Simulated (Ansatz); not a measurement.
Band edges of one free-standing SnSe layer cut from the bulk crystal (space group of the slab cell P4/nmm).

Input

```yaml
crystal:
  lattice:
    - [4.314, 0.0, 0.0]
    - [0.0, 4.314, 0.0]
    - [0.0, 0.0, 16.0433]
  atoms:
    - { symbol: Sn, position: [0.5, 0.0, 0.40515355] }
    - { symbol: Sn, position: [0.0, 0.5, 0.59484645] }
    - { symbol: Se, position: [0.5, 0.0, 0.57733633] }
    - { symbol: Se, position: [0.0, 0.5, 0.42266367] }
basis:
  ecutwfc: 420
kpoints:
  mp_grid: { grid: [16, 16, 1] }
hamiltonian:
  xc: pbe
scf:
  occupations: { method: gaussian, width: 0.05 }
output:
  forces: true
  eigenvalues: true
  eigenstates:
    nscf_kmesh: { grid: [24, 24, 1] }
    top_band: c12
    de_dk: true
    localisation: true
checkpoint:
  write: ck
  compress: false
  write_wavefunctions: false
  write_every: 100000
magnetization:
  noncollinear: true
  spin_orbit: true
```

Run with:

```sh
ansatz run input.yaml --threads 1 --pin off --max-ram 3072MiB --backend cpu --events-out ev --progress --plain --runs-dir out
```

All numbers here come from DFT PBE, spin-orbit coupling, plane waves, PAW; levels and slopes on a dense k mesh at the converged density in Ansatz 0.2.0. Non-magnetic. With an inversion centre and no moment every band is doubly degenerate; a pair is shown and named once. k mesh for the levels: 24×24×1. Unrelaxed database geometry (largest force 0.4 eV/Å).

Masses come from a second pass at points close to the extrema; at the energies drawn a band may no longer be parabolic.

The gap is direct, 1.00 eV at this level of theory (semilocal functionals give gaps that are too small, and can reorder valleys that lie close).

Valence band: four equivalent maxima on the Γ–X line, principal masses 0.099 and 0.15 mₑ; one maximum at Γ, 0.18 eV below the edge, mass 1.27 mₑ in all directions; four equivalent maxima on the M–Γ line, 0.32 eV below the edge, principal masses 0.15 and 1.33 mₑ. Band pair 59/60 forms the valence edge.
Conduction band: four equivalent minima on the Γ–X line, principal masses 0.11 and 0.12 mₑ; one minimum at Γ, 0.20 eV above the edge, mass 1.30 mₑ in all directions. Band pair 61/62 forms the conduction edge.

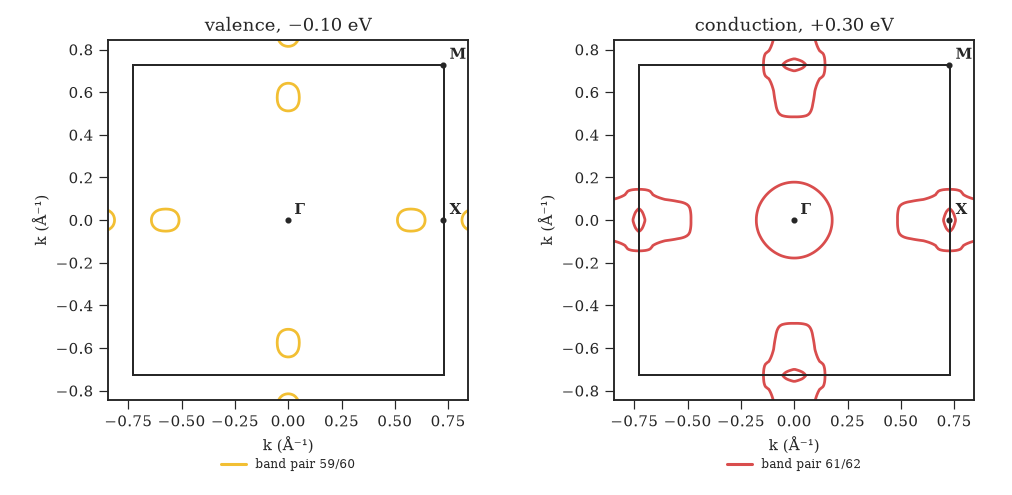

Constant-energy contours near the two band edges, measured from each edge.
